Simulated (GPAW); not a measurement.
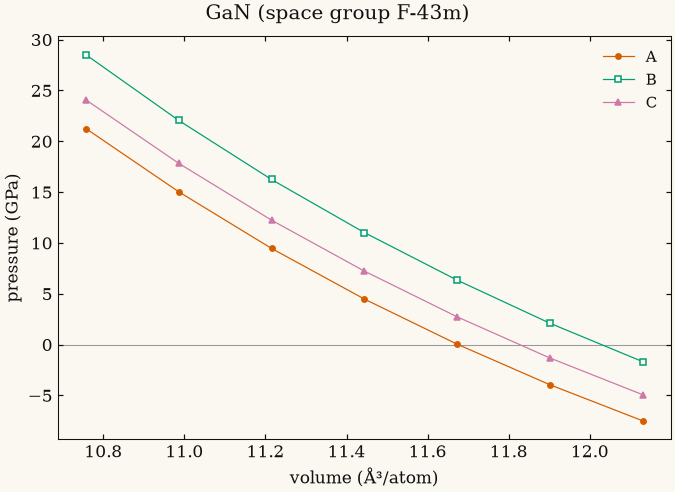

The plot gives the computed pressure against volume, with one curve for each functional, for GaN (space group F-43m). The labels are replaced by letters. In alphabetical order the cases are: MS2; TASK; r2SCAN.

How it was computed, with GPAW 26.7.0: PAW DFT in plane waves, on a grid or in atomic orbitals, no spin polarisation; energies at scaled volumes of the given cell, shape and fractions fixed, counted from the fit's minimum, third-order Birch-Murnaghan fit. All runs: no spin polarisation.

k mesh 10×10×10; occupations Fermi–Dirac; smearing width 0.05 eV; potentials GPAW PAW data sets (gpaw data 1.2.1); wave cutoff 800 eV.

**Which letter stands for which functional?**

A: r2SCAN; B: TASK; C: MS2.

Keep in mind: the fit and the printed pressures don't fully agree, or the minimum lies near the end of the range.
